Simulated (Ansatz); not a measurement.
# Calculations on TiCo3

### Vibrations

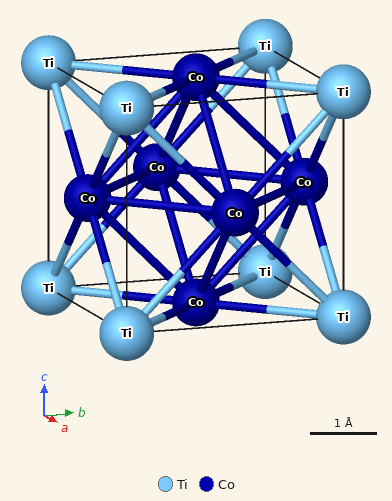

Lattice vibrations of a crystal of TiCo₃, space group Pm-3m (No. 221), at the zone centre. The picture is a ball-and-stick view of the cell of the calculation, seen slightly off an axis.

Method: Ansatz, DFT LDA, scalar-relativistic, plane waves, PAW.

The input:
```yaml
crystal:
  lattice:
    - [3.494221328, 0.0, 0.0]
    - [0.0, 3.494221328, 0.0]
    - [0.0, 0.0, 3.494221328]
  atoms:
    - { symbol: Ti, position: [0.0, 0.0, 0.0] }
    - { symbol: Co, position: [0.0, 0.5, 0.5] }
    - { symbol: Co, position: [0.5, 0.0, 0.5] }
    - { symbol: Co, position: [0.5, 0.5, 0.0] }
basis:
  ecutwfc: 420
kpoints:
  mp_grid: { grid: [12, 12, 12] }
hamiltonian:
  xc: lda
scf:
  occupations: { method: fermi_dirac, width: 0.15 }
output:
  eigenvalues: true
phonons:
  method: dfpt
  eigenvectors: true
```

Run as
```bash
ansatz run input.yaml --threads 2 --pin off --max-ram 6144MiB --backend cpu --events-out ev --progress --plain --runs-dir out
```

The frequencies depend somewhat on the k-mesh and the smearing.

### List the optical modes.

The calculation's cell holds 4 atoms, so there are 9 optical modes, in 3 levels. The optical modes span 2T₁u + T₂u. No level is unstable.

```tsv
level	symmetry	frequency (cm⁻¹)	activity
1	T₁u	205	infrared-active
2	T₂u	230	silent
3	T₁u	298	infrared-active
```

The crystal is a metal, so free carriers screen the infrared response.

The modes drawn as arrows (one member of each degenerate set):

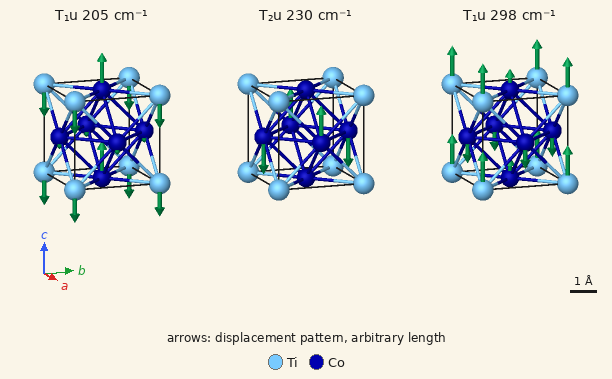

### One mode

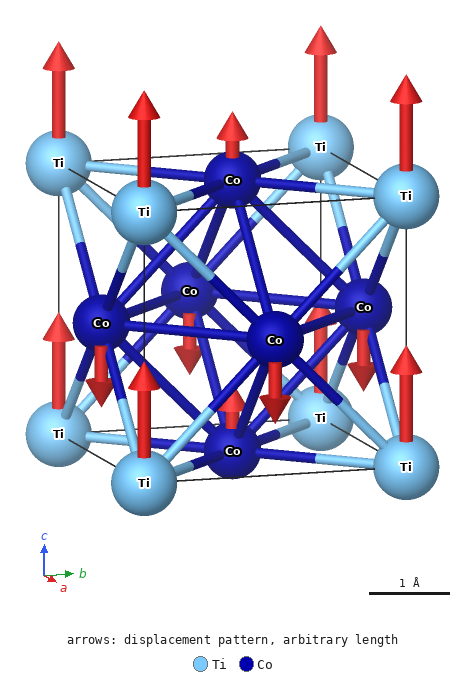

One vibrational mode of a crystal of TiCo₃ at 0.98 times its rest volume at the zone centre. The red arrows give the relative displacements of the atoms. A ball-and-stick model of the cell of the calculation, seen slightly off an axis.

All numbers below come from DFT LDA, scalar-relativistic, plane waves, PAW in Ansatz. Settings: plane-wave cutoff 420 eV; k-point mesh 12 × 12 × 12; occupations fermi dirac; smearing width 0.15 eV; no spin polarisation.

The frequencies depend somewhat on the k-mesh and the smearing.

Describe the mode and give its frequency.

This is the T₁u mode (triply degenerate; one member of the set is drawn) at 311 cm⁻¹, the highest optical level, infrared-active by symmetry. All motion is along c; the kinetic energy is shared as Co 57 %, Ti 43 %. The crystal is a metal, so free carriers screen the infrared response.

### Softest mode

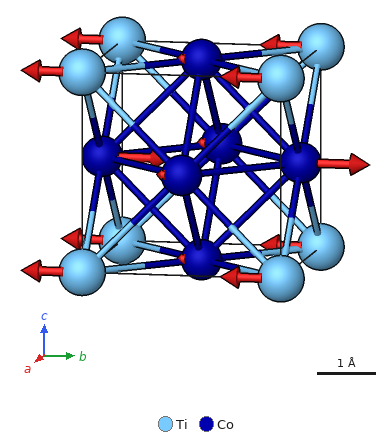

The lowest optical mode of crystalline TiCo3 at 1.02 times its rest volume, space group Pm-3m (No. 221), at the zone centre. The red arrows give the relative displacements of the atoms. Style: ball-and-stick. Shown: the cell of the calculation, slightly off an axis.

Theory: Ansatz 0.2.0, DFT LDA, scalar-relativistic, plane waves, PAW. Settings: plane-wave cutoff 420 eV; k-point mesh 12 × 12 × 12; occupations fermi dirac; smearing width 0.15 eV; no spin polarisation.

The frequencies depend somewhat on the k-mesh and the smearing.

### Is this crystal at a minimum with respect to the drawn distortion?

Yes: this softest mode has a real frequency, and so have all others here. That speaks for this wave vector alone: the rest of the zone wasn't checked in this run. This is the T₁u mode (triply degenerate; one member of the set is drawn) at 197 cm⁻¹, the lowest optical level, infrared-active by symmetry. All motion is along b; the kinetic energy is shared as Co 67 %, Ti 33 %. The crystal is a metal, so free carriers screen the infrared response.
